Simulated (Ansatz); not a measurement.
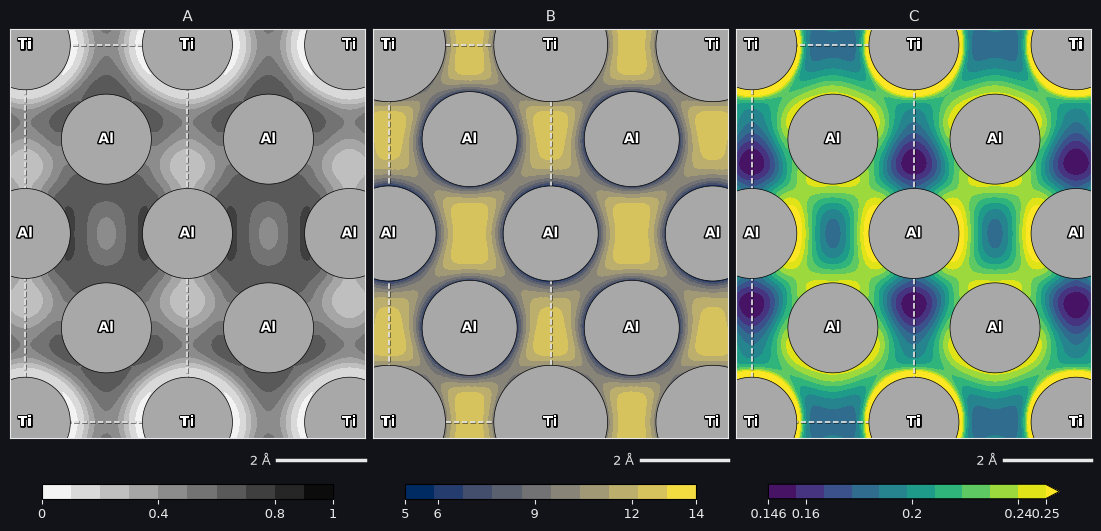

TiAl3: 3 fields on the (100) plane of the conventional cell, with unlabelled colour scales. Grey discs cover the atomic cores.

Space group Immm; a point of a scan over the structure, not its minimum; a structure from a database of computed crystals, not necessarily the ambient phase; changed on purpose from its base cell (normal strain along x -0.0733, normal strain along y -0.0367); computed pressure about 16 GPa in this cell; computed without spin polarisation; PAW files of the earlier set (soft_1).

Theory: Ansatz, DFT PBE, scalar-relativistic, plane waves, PAW.

> Which field does each panel show? The fields are: electron localisation function, electrostatic potential energy of an electron and valence pseudo-density.

Panel A: electron localisation function. Panel B: electrostatic potential energy of an electron (low next to the atoms, rising into the space between them). Panel C: valence pseudo-density.
